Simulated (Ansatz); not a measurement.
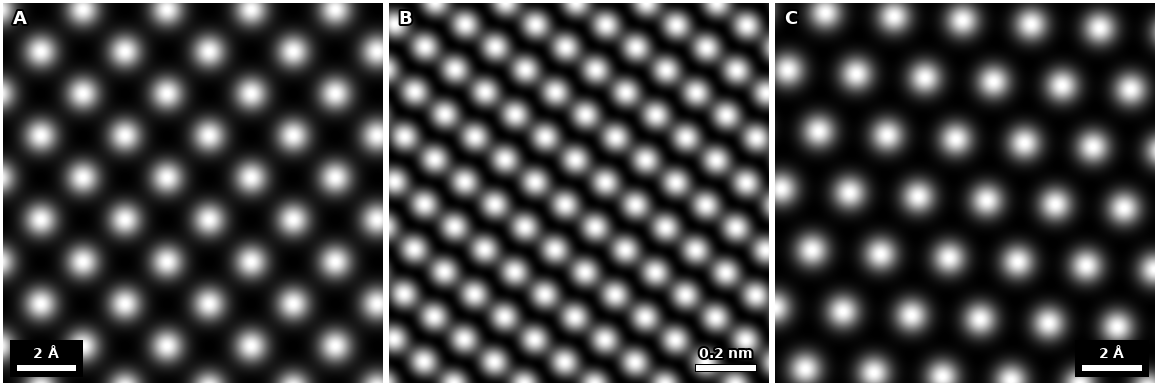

Three views of W (Fd-3m, No. 227) along different zone axes. Simulated as the projected potential of neutral atoms (B = 0.8 Å²) blurred by a 0.70 Å probe, the thin-sample limit of integrated differential phase contrast. Structure used: coordinates from a relaxation with Ansatz, DFT PBEsol, scalar-relativistic, plane waves, PAW; the starting structure was generated, so it need not be a known form of this composition.

```cif
data_structure
_symmetry_space_group_name_H-M 'Fd-3m:1'
_symmetry_Int_Tables_number 227
_cell_length_a 5.7558
_cell_length_b 5.7558
_cell_length_c 5.7558
_cell_angle_alpha 90.000
_cell_angle_beta 90.000
_cell_angle_gamma 90.000
_cell_volume 190.69
loop_
_atom_site_label
_atom_site_type_symbol
_atom_site_symmetry_multiplicity
_atom_site_Wyckoff_symbol
_atom_site_fract_x
_atom_site_fract_y
_atom_site_fract_z
_atom_site_occupancy
W1 W 8 b 0.50000 0.00000 0.00000 1
```

Match the panels to the zone axes [001], [111] and [210].

A is [001]: projected cell 2.03 × 2.03 Å, 90°, plane group p4mm. B is [210]: projected cell 1.29 × 1.58 Å, 114°, plane group c2mm. C is [111]: projected cell 2.35 × 2.35 Å, 120°, plane group p6mm.
